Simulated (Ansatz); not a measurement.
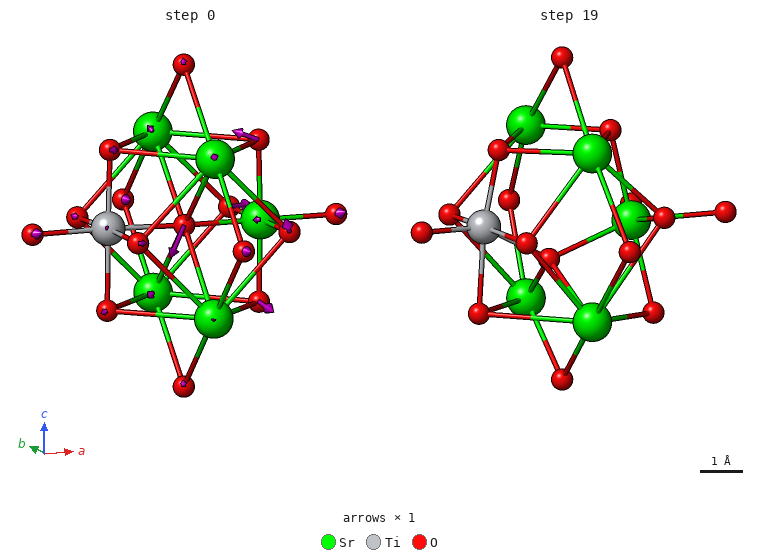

The structure of a defect cell of composition Sr9Ti7O24 (cell charge +2) before (left) and after (right) a relaxation, at one scale. The purple arrows give the displacements, at their true length.

A ball-and-stick model of the atoms within 4.2 Å of the atom that moves most (axes of the cell of the calculation (origin shifted)), seen slightly off an axis.

The atoms of the start lie slightly off their symmetric places, so part of the fall in energy undoes that.

Theory: DFT, PBEsol, PAW, plane waves (Ansatz). Set-up: plane-wave cutoff 420 eV; k-point mesh 1 × 1 × 1; mesh shifted by (0.25, 0.25, 0.25); collinear spin; atoms relaxed in a fixed cell; force threshold 0.03 eV/Å; at most 80 steps.

What changed between the two?

Over 14 accepted moves (19 points after the start) the energy falls by 4.534 eV per cell of the calculation. The largest force component goes from 5.1 to 0.025 eV/Å. The line search rejected the trial steps at points 10, 14, 16 of the run. 2 steps only repeated the SCF at the same geometry. The atom that moves furthest is an O atom (0.88 Å roughly along [−1 0 −3]). By element the largest moves are O 0.88 Å, Sr 0.24 Å, Ti 0.13 Å. The cell doesn't change. Near-neighbour distances that change, for instance: O–Sr 2.715 → 3.576 Å, O–Sr 2.766 → 3.533 Å, O–Sr 2.742 → 3.450 Å, O–Sr 2.764 → 3.456 Å. Bonds break, among them: O–Sr (2.71 → 3.58 Å). Among the angles between lasting bonds that change: Sr–O–Ti 178.2° → 131.7°, O–Ti–O 177.9° → 151.7°, Sr–O–Sr 90.3° → 116.2°. Cost: 2.3 min on 7 threads of Arm Neoverse-V2, peak memory 1.5 GiB.

Limits of the set-up: the periodic images lie only 7.8 Å apart, so the values are limited by the cell's size; the cell is charged, on a uniform background, and energies carry no finite-size correction.
